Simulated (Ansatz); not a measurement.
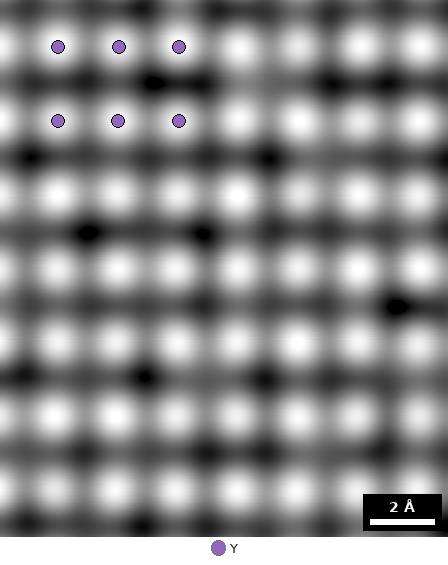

Z-contrast image of Y (Pm-3m, No. 221) along [211]. Simulated incoherent Z contrast: every atom adds Z^1.7 spread by a probe of 1.30 Å full width; channelling and multiple scattering are left out. The probe carries 15 % of its weight in a tail 2.5 times as wide. The display is stretched by a gamma of 0.65; percentages refer to the linear signal. A slight drift and the speckle of an amorphous layer were added. Structure used: a calculation's starting geometry; the starting structure was generated, so it need not be a known form of this composition.

Coloured dots in one corner mark the columns of the model.

What can be read from this image?

The columns repeat on a rectangular net of 1.89 × 2.31 Å (plane group p2mm). All columns are alike (Y). The shortest distance between visible columns is 1.89 Å in projection. Along the beam the structure repeats every 8.01 Å.
